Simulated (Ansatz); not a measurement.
## Geometry relaxation of Ti$_{5}$Co (part 4 of 4)

Continued. System: Ti$_{5}$Co (slab, 6 atoms in the cell). Method: DFT r2SCAN, scalar-relativistic, plane waves, PAW, spin-polarised (Ansatz 0.2.0); cutoff 500 eV, 9×9×1 k-mesh, Gaussian smearing of 0.1 eV, collinear spins. The structure derives from an entry of the Crystallography Open Database. The input holds or restrains some coordinates. Forces given for the steps count only the free coordinates. It belongs to a series of runs on one base structure; here: Co put at a top Ti site.

Geometry of the input (Å; fractional positions):
```
3.2518  0.0000  0.0000
0.0000  3.2518  0.0000
0.0000  0.0000  25.5036
Ti 0.5000  0.5000  0.3333
Ti 0.0000  0.0000  0.3970
Ti 0.5000  0.5000  0.4546
Ti 0.0000  0.0000  0.5119
Ti 0.5000  0.5000  0.5722
Co 0.5000  0.5000  0.6843
```

## Output, continued
```
  k-point 0 ↑: bands = ["-96.6819", "-58.6764", "-58.6764", "-58.3710", "-56.9197", "-56.6773", "-56.5622", "-56.3710", "-56.1808", "-32.2449", "-32.0182", "-32.0182", "-32.0085", "-31.8965", "-31.8965", "-31.8240", "-31.6870", "-31.6870", "-31.5574", "-31.4405", "-31.4405", "-31.3918", "-31.3918", "-31.3007", "-3.6590", "-2.3270", "-1.2767", "-0.3405", "0.0037", "0.1875", "0.3536", "0.4562", "0.5153", "0.5313", "0.5313", "1.0700", "1.4702", "2.6081", "2.9060", "3.0680", "3.0680", "3.3944", "3.3944", "3.4150", "3.8029", "3.9756", "3.9756", "4.1879"]
  k-point 1 ↑: bands = ["-96.6819", "-58.6772", "-58.6764", "-58.3709", "-56.9176", "-56.6717", "-56.5625", "-56.3729", "-56.1800", "-32.2479", "-32.0489", "-32.0121", "-31.9975", "-31.9458", "-31.8867", "-31.7917", "-31.7126", "-31.6871", "-31.5400", "-31.4511", "-31.4478", "-31.4044", "-31.3940", "-31.2973", "-3.4457", "-2.1384", "-1.1196", "-0.2626", "-0.0209", "0.2476", "0.3808", "0.4753", "0.5359", "0.5617", "0.6035", "1.2206", "1.4941", "2.4684", "2.8378", "2.9280", "3.0071", "3.0189", "3.5556", "3.6485", "3.7013", "3.8818", "4.2027", "4.4445"]
  k-point 2 ↑: bands = ["-96.6818", "-58.6792", "-58.6762", "-58.3707", "-56.9123", "-56.6565", "-56.5642", "-56.3777", "-56.1781", "-32.2576", "-32.0974", "-32.0193", "-32.0027", "-31.9973", "-31.8579", "-31.7711", "-31.7475", "-31.6891", "-31.5146", "-31.4794", "-31.4693", "-31.4271", "-31.3983", "-31.2910", "-2.8358", "-1.6150", "-0.7211", "-0.1254", "-0.0823", "0.2367", "0.3742", "0.5472", "0.6281", "0.7160", "0.9105", "1.4524", "1.7279", "2.3791", "2.5462", "2.6458", "2.6776", "3.0353", "3.5036", "3.5287", "3.8935", "4.0691", "4.3363", "4.4540"]
  k-point 14 ↓: bands = ["-94.1861", "-56.7998", "-56.7040", "-56.2284", "-55.9742", "-55.9742", "-55.7783", "-55.6973", "-55.4600", "-31.9924", "-31.9404", "-31.9385", "-31.8471", "-31.8465", "-31.8132", "-31.1387", "-31.1384", "-31.0005", "-30.9854", "-30.9702", "-30.8832", "-30.7030", "-30.5840", "-30.5819", "0.6577", "0.9078", "0.9448", "0.9690", "1.3454", "1.6709", "2.1666", "2.1787", "2.2308", "2.2771", "2.3943", "2.5860", "2.6100", "2.9908", "2.9924", "3.2384", "3.2889", "3.5789", "4.3755", "4.5233", "4.6349", "4.6831", "5.0481", "5.5140"]
--- Relaxed structure (8 steps of the walk, 8 accepted, 0 SCFs on fresh bases) ---
  F+E_penalty+E_count = -17648.50810818 eV   max|allowed force component| = 9.768e-3 eV/Å
  atoms:
    - { symbol: Ti, position: [0.49999999999999994, 0.49999999999999994, 0.3332865493] }
    - { symbol: Ti, position: [0.0, 0.0, 0.3970381835] }
    - { symbol: Ti, position: [0.49999999999999994, 0.49999999999999994, 0.45949218131502373] }
    - { symbol: Ti, position: [-1.5250892588959355e-33, 0.0, 0.5242992525208041] }
    - { symbol: Ti, position: [0.49999999999999994, 0.49999999999999994, 0.5941937956135693] }
    - { symbol: Co, position: [0.49999999999999994, 0.49999999999999994, 0.6757596054393133] }
--- Löwdin populations: 6 sites ---
  site symbol       q [e]    m [muB]
     0     Ti     11.7935     0.1823
     1     Ti     11.8676     0.7594
     2     Ti     11.8408     1.2597
     3     Ti     11.8497     0.9486
     4     Ti     11.7884    -0.3242
     5     Co     16.8315     1.6253
  spilling = 0.013356 (of n_electrons = 77.000000)
```

## File populations.tsv
```
# site	symbol	l	j	q_up	q_dn
# orbitals = lowdin
# n_electrons = 77.000000
# spilling = 0.013356
0	Ti	0_3S	-	0.979740	0.978052
0	Ti	0_4S	-	0.495030	0.510583
0	Ti	1_3P	-	2.995588	2.994618
0	Ti	2_3D	-	1.517569	1.322342
1	Ti	0_3S	-	0.962808	0.961910
1	Ti	0_4S	-	0.484832	0.468752
1	Ti	1_3P	-	2.995641	2.992814
1	Ti	2_3D	-	1.870230	1.130593
2	Ti	0_3S	-	0.962765	0.961842
2	Ti	0_4S	-	0.497624	0.452335
2	Ti	1_3P	-	2.995875	2.991580
2	Ti	2_3D	-	2.094026	0.884792
3	Ti	0_3S	-	0.965803	0.965413
3	Ti	0_4S	-	0.501622	0.467015
3	Ti	1_3P	-	2.996219	2.992827
3	Ti	2_3D	-	1.935504	1.025318
4	Ti	0_3S	-	0.968105	0.965205
4	Ti	0_4S	-	0.485107	0.481727
4	Ti	1_3P	-	2.995473	2.993355
4	Ti	2_3D	-	1.283436	1.616027
5	Co	0_3S	-	0.994658	0.995451
5	Co	0_4S	-	0.519854	0.502455
5	Co	1_3P	-	2.996249	2.996343
5	Co	2_3D	-	4.717653	3.108856
```

## Trajectory as extended XYZ (Å, eV, eV/Å), 8 frames, from step=1 to step=8
```
6
Lattice="3.2518 0.0000 0.0000 0.0000 3.2518 0.0000 0.0000 0.0000 25.5036" Properties=species:S:1:pos:R:3:forces:R:3 step=1 energy=-17647.74338
Ti    1.6259    1.6259    8.5000    0.0000   0.0000   0.2903
Ti    0.0000    0.0000   10.1259    0.0000   0.0000  -0.4339
Ti    1.6259    1.6259   11.5944    0.0000   0.0000  -0.0666
Ti    0.0000    0.0000   13.0540    0.0000   0.0000  -0.2881
Ti    1.6259    1.6259   14.5927    0.0000   0.0000   1.2516
Co    1.6259    1.6259   17.4527    0.0000   0.0000  -0.7525
6
Lattice="3.2518 0.0000 0.0000 0.0000 3.2518 0.0000 0.0000 0.0000 25.5036" Properties=species:S:1:pos:R:3:forces:R:3 step=2 energy=-17647.96236
Ti    1.6259    1.6259    8.5000    0.0000   0.0000   0.3812
Ti    0.0000    0.0000   10.1259    0.0000   0.0000  -0.3953
Ti    1.6259    1.6259   11.6087    0.0000   0.0000  -0.0303
Ti    0.0000    0.0000   13.0861    0.0000   0.0000   0.1712
Ti    1.6259    1.6259   14.7857    0.0000   0.0000   0.5892
Co    1.6259    1.6259   17.3879    0.0000   0.0000  -0.7173
6
Lattice="3.2518 0.0000 0.0000 0.0000 3.2518 0.0000 0.0000 0.0000 25.5036" Properties=species:S:1:pos:R:3:forces:R:3 step=3 energy=-17648.39117
Ti    1.6259    1.6259    8.5000    0.0000   0.0000   0.3228
Ti    0.0000    0.0000   10.1259    0.0000   0.0000  -0.8498
Ti    1.6259    1.6259   11.6227    0.0000   0.0000   0.0910
Ti    0.0000    0.0000   13.1373    0.0000   0.0000   0.5041
Ti    1.6259    1.6259   14.8939    0.0000   0.0000   0.2709
Co    1.6259    1.6259   17.1929    0.0000   0.0000  -0.3381
6
Lattice="3.2518 0.0000 0.0000 0.0000 3.2518 0.0000 0.0000 0.0000 25.5036" Properties=species:S:1:pos:R:3:forces:R:3 step=4 energy=-17648.48010
Ti    1.6259    1.6259    8.5000    0.0000   0.0000   0.4642
Ti    0.0000    0.0000   10.1259    0.0000   0.0000  -0.5017
Ti    1.6259    1.6259   11.7107    0.0000   0.0000  -0.0637
Ti    0.0000    0.0000   13.3341    0.0000   0.0000  -0.0748
Ti    1.6259    1.6259   15.0889    0.0000   0.0000  -0.4353
Co    1.6259    1.6259   17.0843    0.0000   0.0000   0.6084
6
Lattice="3.2518 0.0000 0.0000 0.0000 3.2518 0.0000 0.0000 0.0000 25.5036" Properties=species:S:1:pos:R:3:forces:R:3 step=5 energy=-17648.49844
Ti    1.6259    1.6259    8.5000    0.0000   0.0000   0.4469
Ti    0.0000    0.0000   10.1259    0.0000   0.0000  -0.5732
Ti    1.6259    1.6259   11.6971    0.0000   0.0000  -0.0002
Ti    0.0000    0.0000   13.3081    0.0000   0.0000   0.1462
Ti    1.6259    1.6259   15.0847    0.0000   0.0000   0.1869
Co    1.6259    1.6259   17.2180    0.0000   0.0000  -0.2038
6
Lattice="3.2518 0.0000 0.0000 0.0000 3.2518 0.0000 0.0000 0.0000 25.5036" Properties=species:S:1:pos:R:3:forces:R:3 step=6 energy=-17648.50648
Ti    1.6259    1.6259    8.5000    0.0000   0.0000   0.4877
Ti    0.0000    0.0000   10.1259    0.0000   0.0000  -0.4192
Ti    1.6259    1.6259   11.7354    0.0000   0.0000  -0.0461
Ti    0.0000    0.0000   13.3986    0.0000   0.0000   0.0190
Ti    1.6259    1.6259   15.1967    0.0000   0.0000  -0.1052
Co    1.6259    1.6259   17.2612    0.0000   0.0000   0.0645
6
Lattice="3.2518 0.0000 0.0000 0.0000 3.2518 0.0000 0.0000 0.0000 25.5036" Properties=species:S:1:pos:R:3:forces:R:3 step=7 energy=-17648.50811
Ti    1.6259    1.6259    8.5000    0.0000   0.0000   0.4762
Ti    0.0000    0.0000   10.1259    0.0000   0.0000  -0.4723
Ti    1.6259    1.6259   11.7187    0.0000   0.0000  -0.0094
Ti    0.0000    0.0000   13.3715    0.0000   0.0000   0.0102
Ti    1.6259    1.6259   15.1541    0.0000   0.0000  -0.0063
Co    1.6259    1.6259   17.2343    0.0000   0.0000   0.0011
6
Lattice="3.2518 0.0000 0.0000 0.0000 3.2518 0.0000 0.0000 0.0000 25.5036" Properties=species:S:1:pos:R:3:forces:R:3 step=8 energy=-17648.50811
Ti    1.6259    1.6259    8.5000    0.0000   0.0000   0.4758
Ti    0.0000    0.0000   10.1259    0.0000   0.0000  -0.4722
Ti    1.6259    1.6259   11.7187    0.0000   0.0000  -0.0088
Ti    0.0000    0.0000   13.3715    0.0000   0.0000   0.0098
Ti    1.6259    1.6259   15.1541    0.0000   0.0000  -0.0075
Co    1.6259    1.6259   17.2343    0.0000   0.0000   0.0029
```

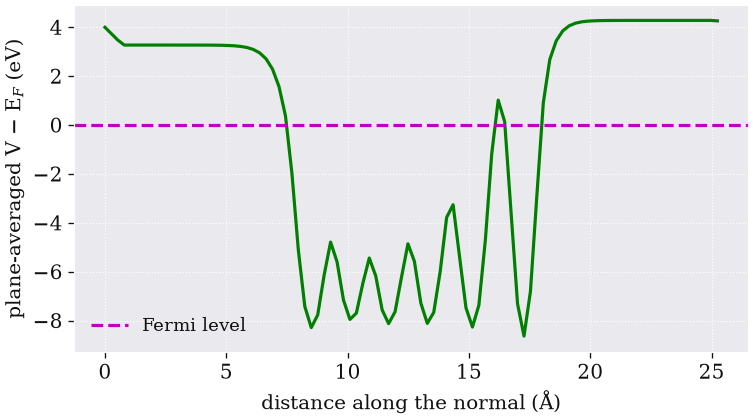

Fig. 1: Plane average of the electrostatic potential energy of an electron across the cell, from the Fermi level. The vacuum level lies 4.28 eV above the Fermi level on the upper side and 3.27 eV on the lower.

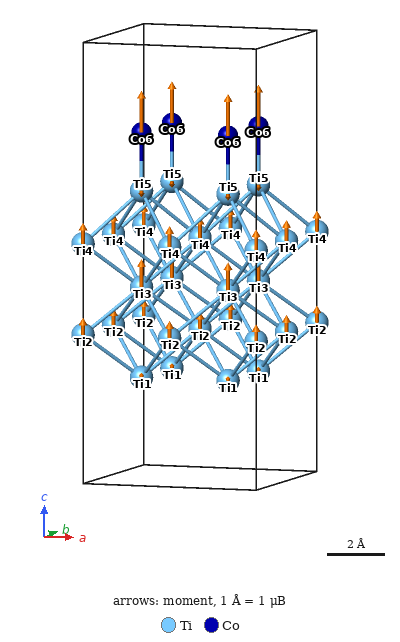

Fig. 2: Magnetic moments of the sites as orange arrows (ball-and-stick view of the 2 × 2 repeat of the cell, with the vacuum cut short, seen slightly off an axis; atoms are numbered from 1 in the order of the input); small moments hardly show. The run is collinear, so the axis drawn is arbitrary. Site moments: Co6 (1.49 μB); Ti3 (1.00 μB); Ti4 (0.75 μB); Ti2 (0.61 μB); Ti5 (−0.24 μB); Ti1 (0.16 μB). They are counted near the atoms and needn't add up to the moment of the cell.

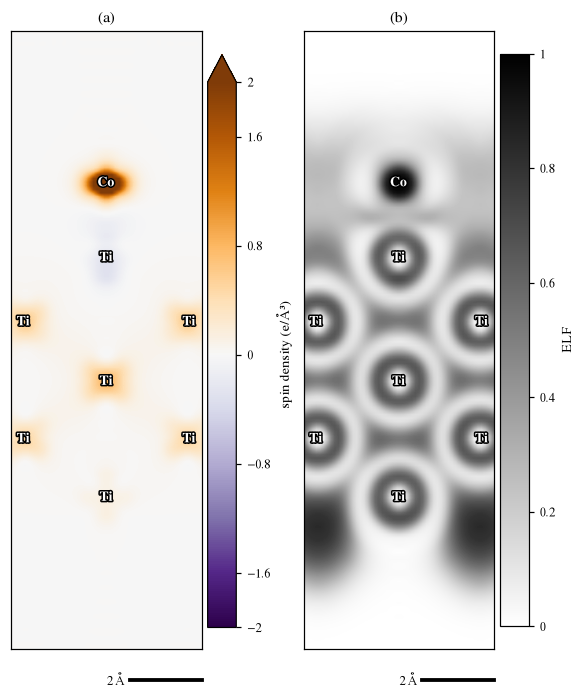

Fig. 3: (a) spin density; (b) ELF on the (110) plane of the calculation cell, a cut from vacuum to vacuum. The section cuts through Ti and Co sites. Ti–Co (2.08 Å): the ELF is about 0.25 at the midpoint; no shared electron pair. Ti–Ti (2.80 Å): the ELF is about 0.20 at the midpoint; no shared electron pair. Ti–Ti (2.91 Å): the ELF is about 0.20 at the midpoint; no shared electron pair. The strong features right at Ti and Co lie inside the PAW spheres (semicore, d or f shells) and say nothing about bonding. The cell of the calculation (6 atoms) carries 4.6 μB net. Core electrons are frozen (PAW), so the fields are smoothed inside the atomic spheres.

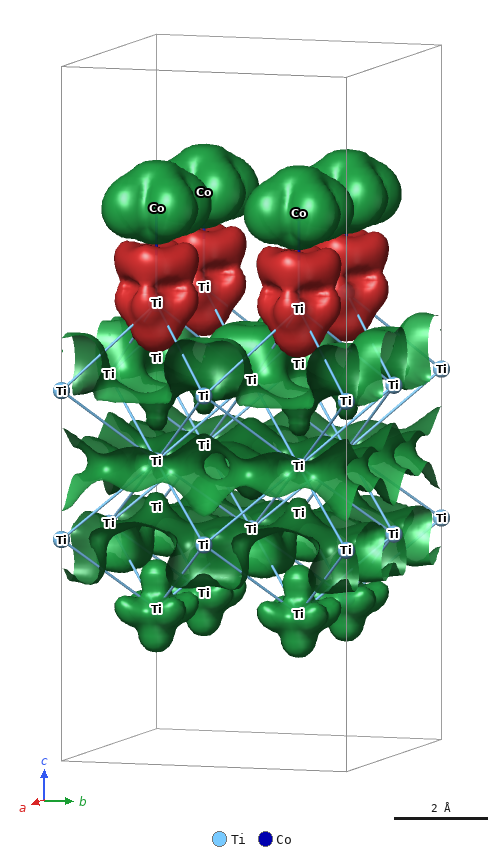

Fig. 4: Isosurfaces of the magnetisation density (up minus down) at +0.03 (green) and −0.03 e/Å³ (red), seen slightly off an axis. Sticks mark near contacts. The cell of the calculation (6 atoms) carries 4.6 μB net.

## Summary

```tsv
quantity	value
outcome	converged under the restraints of the input
electrons treated	77
free energy	−17648.5081 eV
work function, top face	4.28 eV
work function, bottom face	3.27 eV
Fermi energy	2.677 eV
gap on the k-point mesh	none (metallic)
net moment of the cell	4.63 μB
integrated absolute moment	5.61 μB
final volume	269.68 Å³
work function (upper face)	4.28 eV
largest force (length of the vector) at the end, held atoms and coordinates included	0.476 eV/Å
hardware	2 threads of Intel Xeon (Granite Rapids), 192 GiB of memory available, shared host
wall time	9 min (CPU time 18 min)
peak memory	1.6 GiB
```

The electronic state found may not be the lowest one. The program warns: the exchange-correlation potential is rough where the density is thin.
